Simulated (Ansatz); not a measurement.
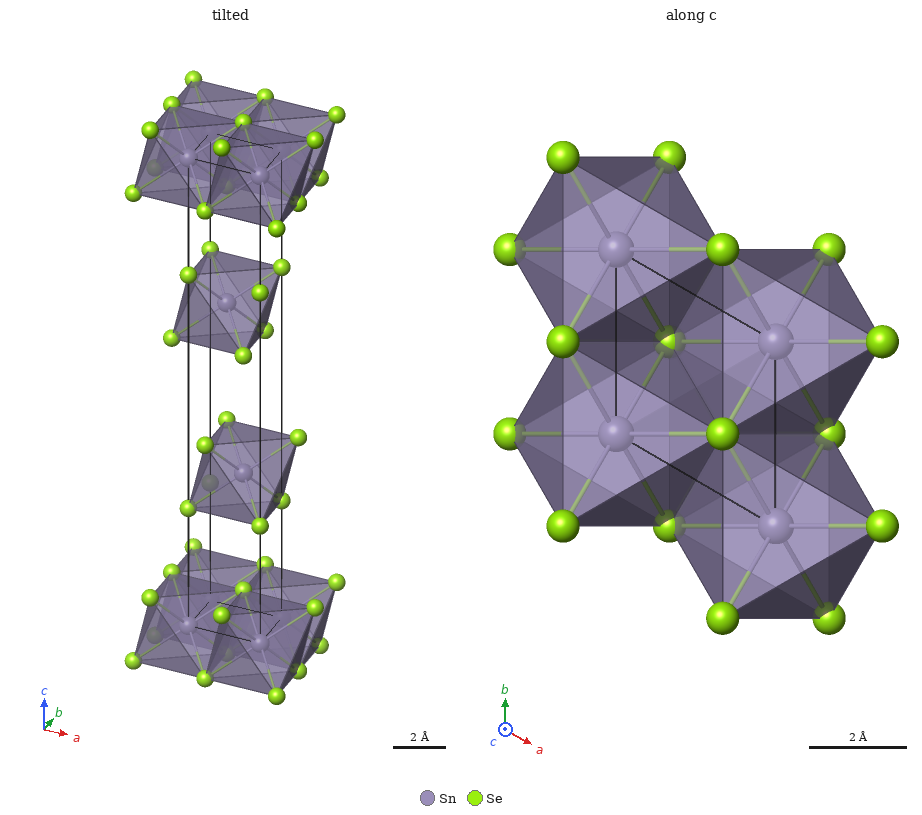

We look at a polyhedral model of the crystal slightly off an axis and along the c axis. Thin lines show the conventional unit cell, with boundary atoms drawn in all their periodic places. Some atoms of the next cells are drawn as well.

SnSe2, cadmium chloride (CdCl₂) type, space group R-3m (No. 166), a = 3.825 Å, b = 3.825 Å, c = 19.005 Å, α = 90.00°, β = 90.00°, γ = 120.00°. The structure comes from a structure type filled with these elements by a generator (whether the compound takes this form wasn't checked). Earlier steps of the study, as a rule a relaxation of our own, may have changed the cell and positions, so they can lie some per cent off the listed ones. It was run through Ansatz as a DFT input.

This one geometry was computed with Ansatz (DFT, plane waves, PAW) at six levels of theory: PBE, PBE0, LDA, r2SCAN, HSE06 and PBE with spin-orbit coupling.

Q: Which level gives the highest pressure at this volume, and what does that say about its equilibrium volume?

A: Highest: PBE (2.9 GPa) and PBE with spin-orbit coupling (2.9 GPa), which points to the largest equilibrium volume. Lowest, with the smallest volume: LDA (-1.5 GPa). Levels within 0.5 GPa of each other can't be told apart.

Q: How does the band gap change with the level of theory?

A: LDA: a gap of 0.14 eV, indirect; PBE: a gap of 0.31 eV, indirect; PBE with spin-orbit coupling: a gap of 0.32 eV, indirect; r2SCAN: a gap of 0.58 eV, indirect; HSE06: a gap of 0.96 eV, indirect; PBE0: a gap of 1.62 eV, indirect.

Q: Collect the results in a table.

A:
| level | cutoff (eV) | k-mesh of the run's cell | gap (eV) | pressure (GPa) |
| --- | --- | --- | --- | --- |
| PBE | 420 | 8×8×8 | 0.31 | 2.9 |
| PBE0 | 420 | 6×6×6 | 1.62 | 0.0 |
| LDA | 420 | 8×8×8 | 0.14 | -1.5 |
| r2SCAN | 500 | 8×8×8 | 0.58 | 0.9 |
| HSE06 | 420 | 6×6×6 | 0.96 | 0.1 |
| PBE with spin-orbit coupling | 420 | 8×8×8 | 0.32 | 2.9 |

Gaps are taken on the k-mesh or band path of each run.
